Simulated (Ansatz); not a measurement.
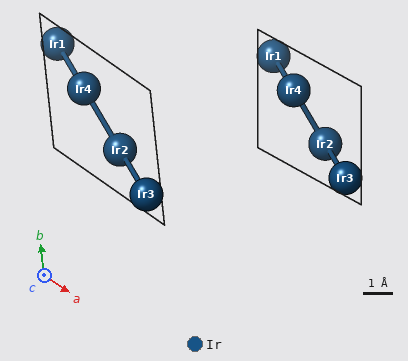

Two geometries of a crystal of Ir (built on the alpha-gallium_64 type) (coarse preliminary run), drawn at one scale. One is the start of a relaxation, the other its converged end. A ball-and-stick model of the cell of the calculation, seen along the c axis.

Level of theory: DFT r2SCAN, scalar-relativistic, plane waves, PAW (Ansatz 0.2.0). Set-up: plane-wave cutoff 500 eV; k-point mesh 6 × 6 × 4; occupations gaussian; smearing width 0.1 eV; no spin polarisation; cell and atoms relaxed; force threshold 0.04 eV/Å; at most 70 steps.

### Which geometry has the lower energy?

The left one is the relaxed one. Case: alpha-gallium type (Cmce, No. 64). The largest moves relative to the cell, 0.31 Å, are those of Ir1, Ir2, Ir3 and Ir4. Ir3 goes roughly along [0 −1 3]. The volume changes by +4.4 %, with a = b 4.076 → 4.661 Å (+14.4 %), c 4.148 → 3.844 Å (−7.3 %), γ 118.9° → 131.1°. Some distances before and after: Ir1–Ir2 3.423 → 2.724 Å, Ir1–Ir2 (another image) 2.513 → 2.725 Å, Ir1–Ir3 2.238 → 2.449 Å, Ir1–Ir4 2.485 → 2.629 Å. New bonds form: Ir1–Ir2 (3.42 → 2.72 Å), Ir3–Ir4 (3.42 → 2.72 Å). The space group (tolerance 0.01 Å) goes from Cmce (No. 64) to Fmmm (No. 69). After 8 accepted moves (9 points after the start) the energy has fallen by 536 meV per atom. Largest force component: 0.85 eV/Å at the start, 0.0038 eV/Å at the end. Pressure: 50.08 GPa at the start and 0.05 GPa at the end. The SCF was repeated once at an unchanged geometry on a basis and grid sized afresh for the cell, which shifted the energy by 2.2 meV per atom at most.

Limits of the set-up: the k-point mesh is coarse for a cell with partly filled bands.
